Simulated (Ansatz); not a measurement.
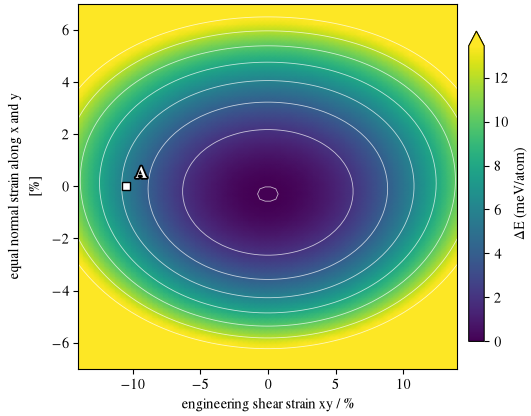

Rb (Im-3m, No. 229; 1 atom in the cell). The energy is mapped over two homogeneous strains (x, y and z along the cube axes). First axis: engineering shear strain xy. Second axis: equal normal strain along x and y. Nothing is relaxed (symmetry fixes all fractional coordinates). The scan uses a 9 × 9 grid; 45 points were computed and 36 follow by symmetry. Points are written as (first, second). All energies are given in meV/atom relative to the lowest grid point. Level of theory: DFT LDA, scalar-relativistic, plane waves, PAW (Ansatz). Settings: cutoff 420 eV, k-mesh 12×12×12, gaussian smearing 0.15 eV, no spin polarisation.

The picture shows a smooth colour map with a few white contour lines, one colour for all values above the top of the scale, the point A. Between grid points the surface is interpolated.

**Is A at rest? If not, where is it pushed?**

A, at (−10.5 %, 0.00 %), is not a stationary point. The computed force is 1.1 meV/atom for each 1 % towards larger values of engineering shear strain xy and nearly zero along the second coordinate.
